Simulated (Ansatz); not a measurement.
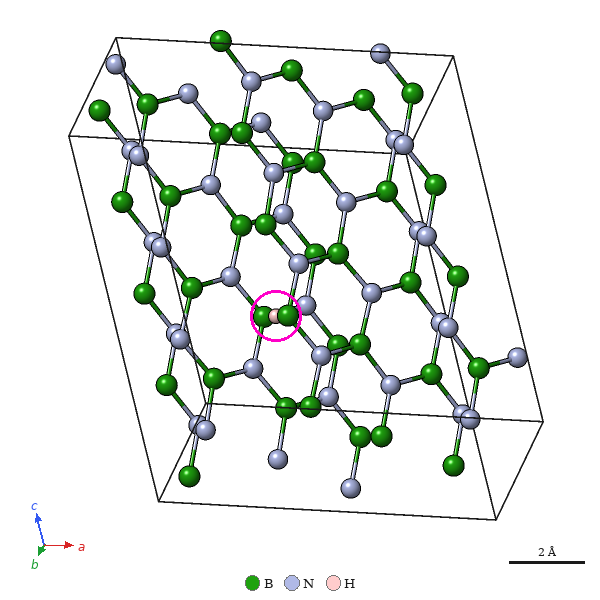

Drawn in the ball-and-stick manner and seen from a general direction. One supercell is framed, with atoms on its boundary repeated. The host is BN, in a cell of 64 sites, and the cell carries a charge of -1. A ring marks the defect's site.

> Which defect is modelled here, and what are its neighbours?

An interstitial hydrogen atom. It is bonded to no bonds drawn.

The atoms were relaxed in the host's cell with Ansatz, DFT PBE, scalar-relativistic, plane waves, PAW.
